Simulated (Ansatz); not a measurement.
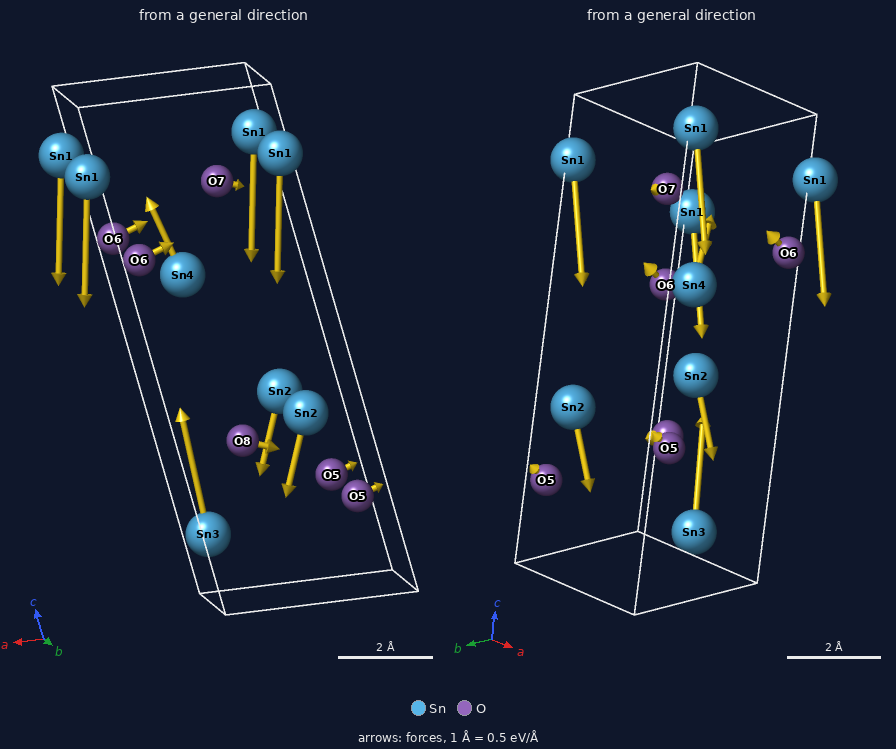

Crystal structure, spheres-only style, seen from two general directions. Lines trace the edges of the simulation cell. The arrows are the computed forces on the atoms.

System: SnO. Method used: Ansatz, DFT LDA, scalar-relativistic, plane waves, PAW. It ran with a kinetic-energy cutoff of 420 eV, k-points on a 6×8×3 grid, Gaussian smearing of 0.05 eV, no spin polarisation.

Is this an equilibrium geometry?

Answer. No. The atoms still feel forces of up to about 1.2 eV/Å, far above a usual threshold of 0.01 to 0.03 eV/Å.

Identify the atom with the maximum force.

Answer. Sn1 and Sn3, about 1.2 eV/Å.

The model was built from a structure listed in the Materials Project. The cell was then strained or its atoms displaced on purpose. A calculation with Ansatz used it as input.
